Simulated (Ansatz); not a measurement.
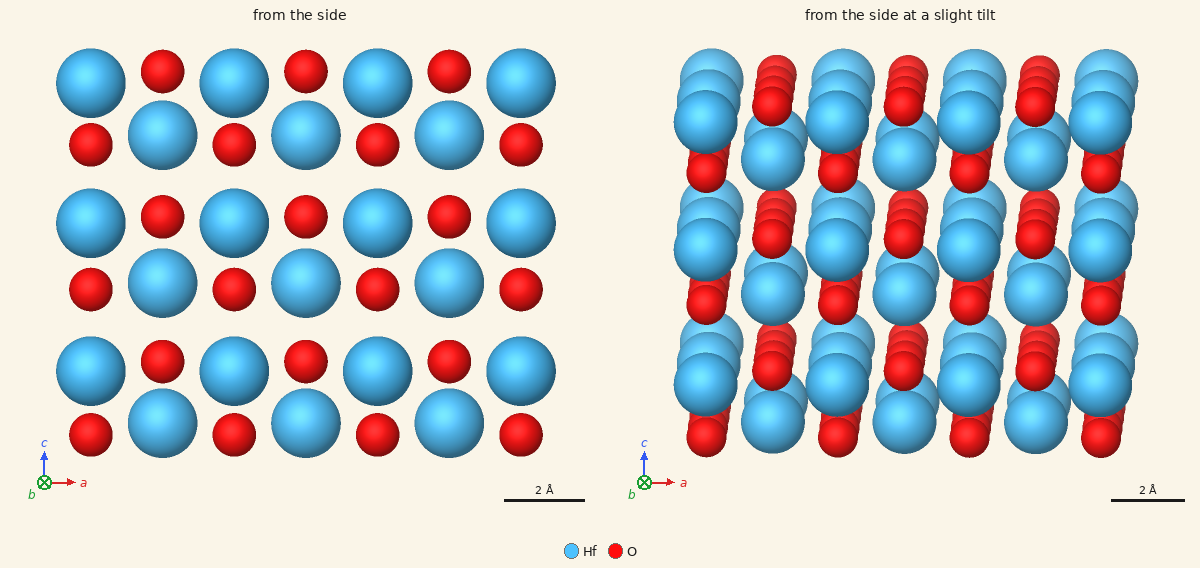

A spheres-only picture of a periodic slab, seen from the side and from the side at a slight tilt. The surface normal points up in side views; the vacuum is left out. 3×2 cells are drawn in the plane, with atoms at the edges repeated.

The cell holds 6 Hf, 12 O. The slab was cut from bulk HfO2 (Fm-3m).

Which elements lie outermost on each side?

The top face ends in Hf and O, the bottom face in Hf and O. The two faces are alike.

What is the thickness of the slab?

About 9 Å from the lowest to the highest atom.

Write the layer sequence, upper face first.

Six planes: HfO2 / HfO2 / HfO2 / HfO2 / HfO2 / HfO2.

Give the Miller indices of the face.

(1 1 0).

Run with DFT PBE, scalar-relativistic, plane waves, PAW in Ansatz and these settings: 420 eV cutoff, a 7×5×1 mesh of k-points, Gaussian smearing of 0.05 eV, no spin polarisation.

What IP and EA does the upper face have?

The valence edge lies 5.07 eV below it (ionisation potential) and the conduction edge 1.83 eV (electron affinity). These are Kohn-Sham band edges, only estimates of the true removal and addition energies, and on cut faces they can belong to dangling-bond states in place of the bulk bands.

Its origin is a structure type filled with these elements by a generator (whether the compound takes this form wasn't checked); a slab was cut from it. The atoms were relaxed in a fixed cell with DFT PBE, scalar-relativistic, plane waves, PAW (Ansatz).
